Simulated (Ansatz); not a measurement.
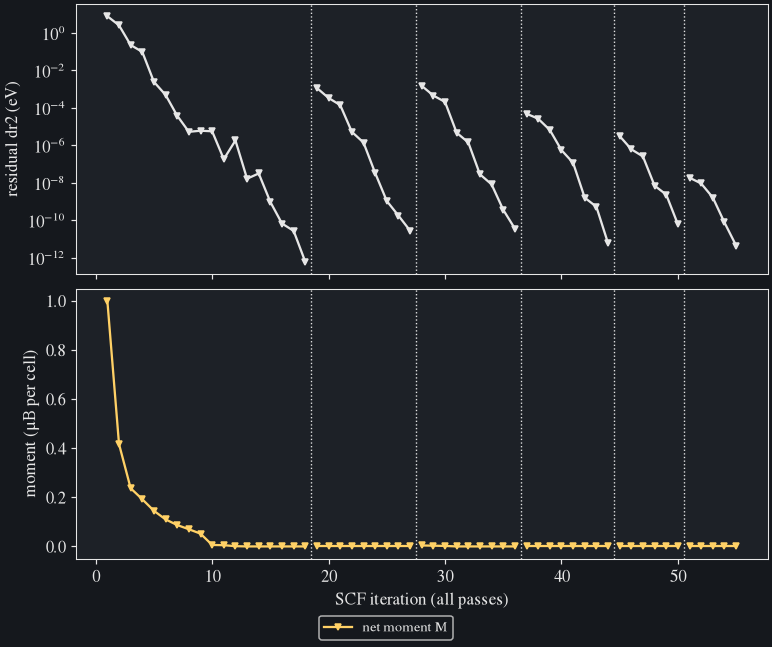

The plot shows the SCF iterations of a calculation: density residual dr2, magnetic moments. Each stretch between dotted lines is the SCF of one geometry step of a relaxation. dr2 is the charge part; the magnetisation has a residual of its own. Pass 6 re-solves the same geometry on a plane-wave basis chosen afresh for the new cell.

SiC (4 atoms in the cell), run with Ansatz.

```
crystal:
  lattice:
    - [3.2425150368, 0.0, 0.0]
    - [0.0, 3.2425150368, 0.0]
    - [0.0, 0.0, 4.4204824448]
  atoms:
    - { symbol: Si, position: [0.0, 0.5, 0.2614816524] }
    - { symbol: Si, position: [0.5, 0.0, 0.7385183476] }
    - { symbol: C, position: [0.0, 0.0, 0.0] }
    - { symbol: C, position: [0.5, 0.5, 0.0] }
basis:
  ecutwfc: 500
kpoints:
  mp_grid: { grid: [14, 14, 10] }
hamiltonian:
  xc: r2scan
scf:
  occupations: { method: gaussian, width: 0.1 }
  max_iter: 80
output:
  forces: true
  eigenvalues: true
  stress: true
relax:
  adjacent_minimum: "off"
  f_tol: 0.01
  max_steps: 80
  cell: { stress_tol: 0.05 }
magnetization:
  spin_polarized: true
  initial_magnetization: 1
```

Run as:
```bash
ansatz run input.yaml --threads 1 --pin off --max-ram 3072MiB --backend cpu --events-out ev --progress --plain --runs-dir out
```

### Was self-consistency reached?

It converged, after 55 iterations in all. There are 6 passes, of 18, 9, 9, 8, 6 and 5 iterations. In pass 1 (steps counted along the axis), the residual comes down, with one marked jump up, by a factor of about 10, at step 12. The first pass is the longest because it starts from scratch; later ones start from the previous geometry's density. The program keeps the magnetisation out of the quasi-Newton mixer until iteration 8 and then restarts the mixer with it. The relaxation met its thresholds.

### How do the moments develop?

The net moment goes from 1.0 to 0.0 μB per cell, so the magnetism dies out.

### Is anything amiss with this input?

The input holds an odd setting (an impossible spin). The SCF closed; whether the result suffers can't be told from this run alone.
